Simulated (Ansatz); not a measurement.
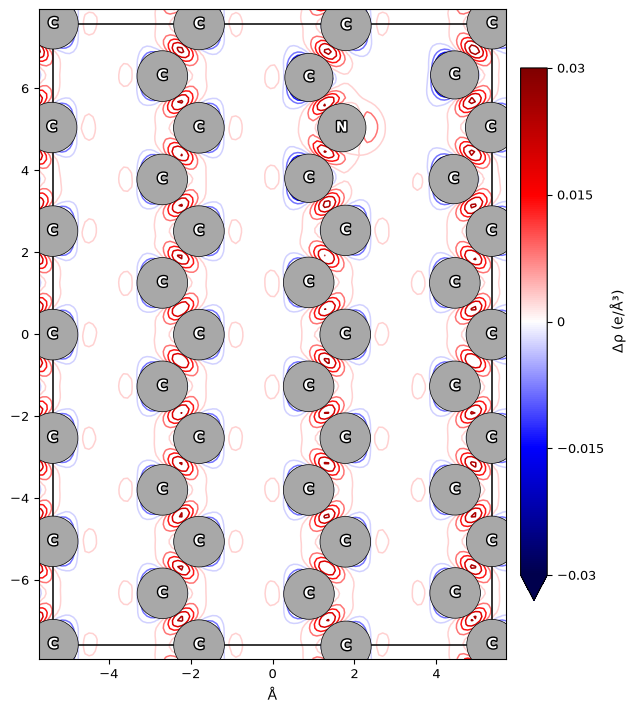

C$_{213}$N$_{2}$ (cell charge −1, with a compensating background) (cell with a defect). Difference of the valence pseudo-densities of two functionals at the same geometry, on the (11̄0) plane of the calculation cell: HSE06 less PBE.

Both computed with Ansatz (plane waves, PAW), on the same k-point mesh. Grey discs cover the atomic cores.

C$_{213}$N$_{2}$ (cell charge −1, with a compensating background) (cell with a defect), 215 atoms, a = 10.71 Å, b = 10.71 Å, c = 10.71 Å, α = 90.00°, β = 90.00°, γ = 90.00°.

### Where does the change of functional move the electrons?

Against PBE, HSE06 gives more density around C (+0.006 e/Å³ on average at 0.8 Å from the nucleus), more density around N (+0.012 e/Å³ on average at 0.8 Å from the nucleus) and a change of +0.026 e/Å³ at the midpoint of C–N and +0.028 e/Å³ at the midpoint of C–C.

PAW datasets: the set soft_1.
